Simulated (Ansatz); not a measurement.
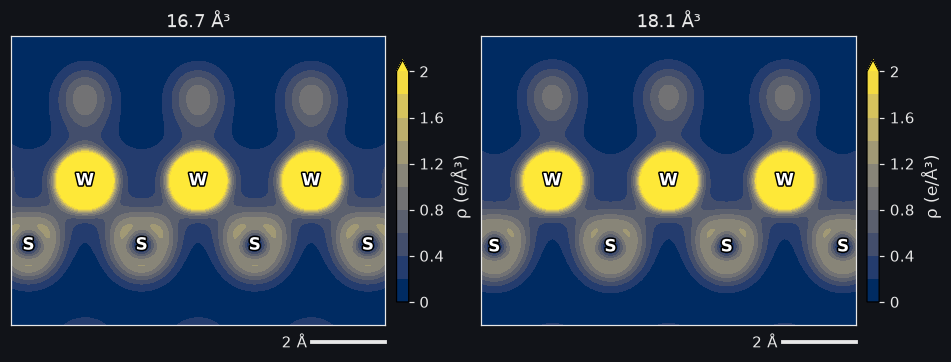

WS2. The valence electron density of cells scaled evenly to different volumes (given per atom above each panel), on the (110) plane of each (indices in the axes of the cell below), at one length scale and on one colour scale.

Method: Kohn-Sham DFT of a periodic cell, PBE, Ansatz PAW (Ansatz 0.2.0).

Core electrons are frozen (PAW), and the valence fields are smoothed inside the atomic spheres.

The largest cell:

```
W S
1.0
     3.17891    0.00000    0.00000
    -1.58946    0.91767    6.20415
     1.58946   -2.75302    0.00000
W S
1 2
Direct
  0.00000 0.00000 0.00000
  0.58100 0.74300 0.58100
  0.75030 0.25090 0.75030
```

| volume (Å³/atom) | W–S contact in the plane (Å) | ρ at its midpoint (e/Å³) | pressure (GPa) | gap on the mesh (eV) | 
| --- | --- | --- | --- | --- |
| 16.68 | 2.342 | 0.705 | 17.0 | 0.99 | 
| 17.74 | 2.391 | ? | ? | ? | 
| 18.10 | 2.407 | 0.632 | 1.2 | 1.08 | 

Estimate the missing row, and compare with the calculation.

Over the known rows ln ρ falls by 1.68 per Å of W–S distance (the line through the two), which gives 0.649 e/Å³ at 2.391 Å; the calculation gives 0.649 e/Å³. For the pressure, a straight line in volume between the neighbouring rows gives 5.2 GPa; the calculation gives 4.6, lower because pressure rises ever faster on compression. For the gap on the mesh, a straight line in volume between the neighbouring rows gives 1.06 eV; the calculation gives 1.06.
